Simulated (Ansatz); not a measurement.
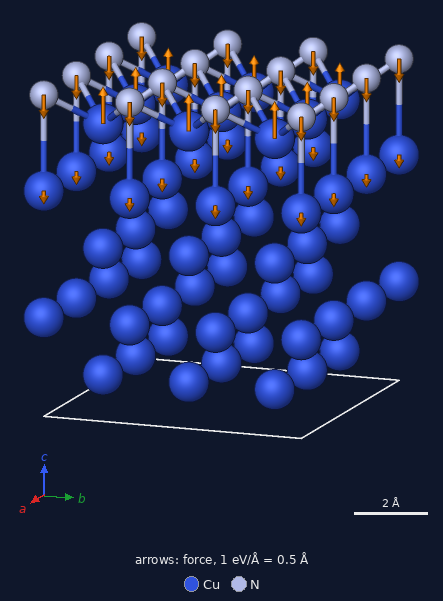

Starting geometry of a slab of composition Cu$_{5}$N (cut from the Fm-3m phase) with the computed forces as orange arrows. Style: ball-and-stick. Shown: the 3 × 3 repeat of the cell, outlined in the plane, without the vacuum, slightly off an axis.

Case: N put over a Cu atom of a lower plane. The slab is the (1 0 0) face of Cu with N on it. 2 atoms are held fixed.

The calculation used Ansatz 0.2.0, DFT PBEsol, scalar-relativistic, plane waves, PAW.

Input
```yaml
crystal:
  lattice:
    - [2.5196845177, 0.0, 0.0]
    - [0.0, 2.5196845177, 0.0]
    - [0.0, 0.0, 26.1267440356]
  atoms:
    - { symbol: Cu, position: [0.5, 0.5, 0.325337133] }
    - { symbol: Cu, position: [0.0, 0.0, 0.3935310881] }
    - { symbol: Cu, position: [0.5, 0.5, 0.461759551] }
    - { symbol: Cu, position: [0.0, 0.0, 0.530140543] }
    - { symbol: Cu, position: [0.5, 0.5, 0.5961312257] }
    - { symbol: "N", position: [0.0, 0.0, 0.6336406834] }
basis:
  ecutwfc: 420
kpoints:
  mp_grid: { grid: [11, 11, 1] }
hamiltonian:
  xc: pbesol
scf:
  occupations: { method: gaussian, width: 0.1 }
output:
  forces: true
  eigenvalues: true
  write_density: true
  write_potential: true
  elf: true
  volumetric_format: npy
relax:
  adjacent_minimum: "off"
  f_tol: 0.03
  max_steps: 70
  constraints: [{ sites: [0, 1] }]
efield:
  axis: 3
  dipole_correction: true
  ramp_width: 0.04
```

Command:
```bash
ansatz run input.yaml --threads 1 --pin off --max-ram 2560MiB --backend cpu --events-out ev --progress --plain --runs-dir out
```

**What follows when this structure is relaxed?**

It isn't relaxed: the largest force vector, on Cu5, is 2.12 eV/Å. The atoms end up moving mostly along the starting forces (cosine between the two patterns 0.95). Cu5 moves most: 0.27 Å along the normal (+c). By element the largest moves are Cu 0.27 Å, N 0.16 Å. The cell stays as it was. Near-neighbour distances that change, for instance: Cu4–Cu5 2.479 → 2.676 Å, Cu5–N6 2.033 → 1.864 Å, Cu4–N6 2.704 → 2.546 Å, Cu2–Cu3 2.520 → 2.531 Å. Bond angles that change, for instance: N6–Cu5–N6 122.4° → 145.7°, Cu5–N6–Cu5 122.4° → 145.7°, Cu5–N6–Cu5 76.6° → 85.0°. The energy falls by 0.389 eV per cell of the calculation in 4 geometry steps. The largest force component goes from 2.1 to 0.0095 eV/Å. Cost: 97 s on 1 thread of Intel(R) Xeon(R) 6975P-C (Granite Rapids) (shared host), peak memory 0.53 GiB.

Limits of the set-up: the periodic images lie only 2.5 Å apart, so the values are limited by the cell's size.
